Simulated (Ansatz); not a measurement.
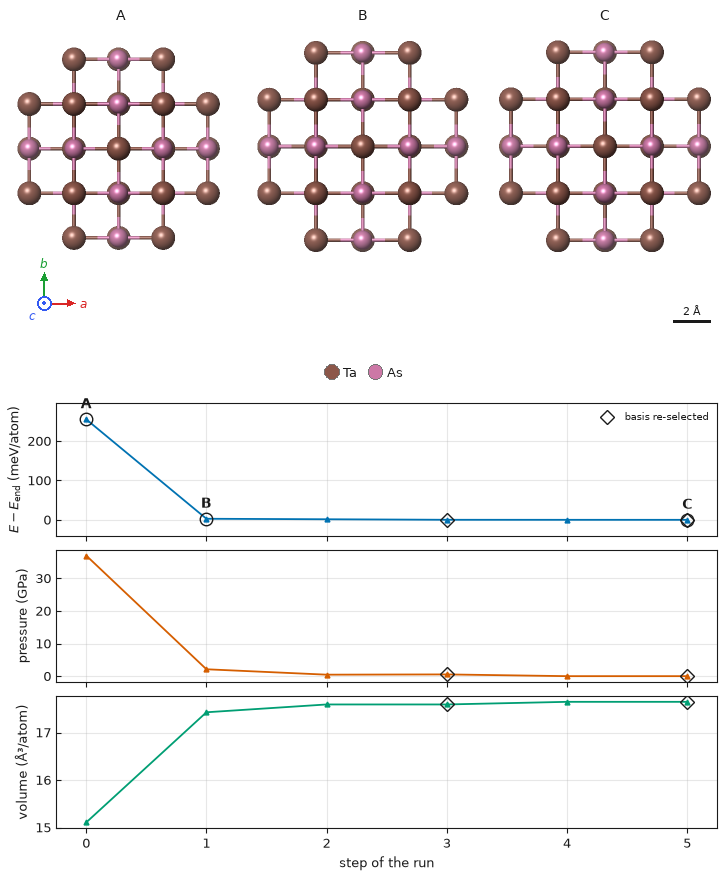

Frames of a relaxation of crystalline TaAs (a generated structure, set up in Fm-3m) (coarse preliminary run), marked on the history of the run. A ball-and-stick model of the conventional cell (4 times the calculation's cell), seen along the c axis. Lengths and directions refer to the drawn axes.

Case: N → As on all its sites, cell and atoms relaxed.

Computed with DFT PBEsol, scalar-relativistic, plane waves, PAW (Ansatz 0.2.0). Set-up: plane-wave cutoff 420 eV; k-point mesh 8 × 8 × 8; occupations gaussian; smearing width 0.1 eV; no spin polarisation; cell and atoms relaxed; force threshold 0.05 eV/Å; at most 60 steps.

Q: Describe the path.

A: The energy falls by 255 meV per atom in 3 accepted moves (5 points after the start). All forces vanish by symmetry, so only the cell relaxes. The pressure goes from 36.98 to 0.01 GPa. At 2 points the geometry stayed and the basis and grid were re-selected for the new cell (energy shift of 1.3 meV per atom at most each time). The atoms keep their places relative to the cell (all moves are under 0.005 Å). Cell: a = b = c 4.944 → 5.207 Å (+5.3 %). Volume +16.8 %. Near-neighbour distances that change, for instance: As–Ta 2.472 → 2.603 Å. The space group stays Fm-3m (No. 225). From step 0 to 1: volume +15.3 %, energy −253 meV per atom. From step 1 to 5: volume +1.3 %, energy −2.7 meV per atom.

```
step  E − E(0), meV/atom  pressure, GPa  volume, Å³/atom                      note
   0                0.00          36.98           15.107                          
   1             -252.56           2.13           17.426                          
   2             -253.84           0.47           17.591                          
   3             -255.15           0.55           17.591  same geometry, new basis
   4             -255.24           0.01           17.646                          
   5             -255.26           0.01           17.646  same geometry, new basis
```
